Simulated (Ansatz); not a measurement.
Consider GaP.

Input

```
crystal:
  lattice:
    - [3.186435077, 0.0, 0.0]
    - [0.0, 3.186435077, 0.0]
    - [0.0, 0.0, 3.186435077]
  atoms:
    - { symbol: Ga, position: [0.0, 0.0, 0.0] }
    - { symbol: P, position: [0.5, 0.5, 0.5] }
kpoints:
  mp_grid: { grid: [6, 6, 6] }
hamiltonian:
  xc: pbesol
scf:
  occupations: { method: fermi_dirac, width: 0.02 }
  n_extra_bands: 4
output:
  forces: true
  stress: true
  eigenvalues: true
  write_density: true
  write_potential: true
  elf: true
  volumetric_format: npy
```

Command:

```sh
ansatz run input.yaml --threads 4 --pin off --max-ram 3686MiB --backend cpu --events-out ev --progress --plain --runs-dir out
```

Below, planes, directions and counts refer to the conventional cell (a = 3.19 Å, b = 3.19 Å, c = 3.19 Å, α = 90.00°, β = 90.00°, γ = 90.00°).

Space group Pm-3m; started from the CsCl prototype, which need not be the ambient phase.

All numbers below come from DFT, PBEsol, plane waves, PAW in Ansatz.

> What can the converged valence pseudo-density and electron localisation function tell about the bonding?

Ga–P (2.76 Å): ρ is about 0.26 e/Å³ halfway; the ELF peaks at about 0.85 in the valence shell of P, 0.8 Å from its nucleus, and drops to about 0.25 between the two atoms.

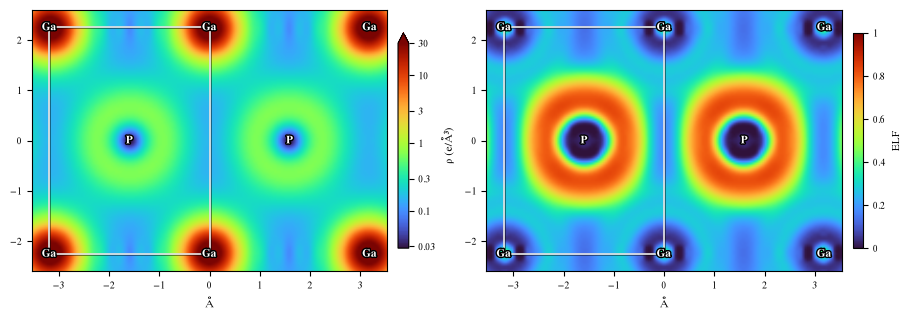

Computed valence pseudo-density and electron localisation function on the (101̄) plane of the conventional cell, in this order. 

In a PAW calculation such maps are meaningful between the atoms, not at the nuclei.
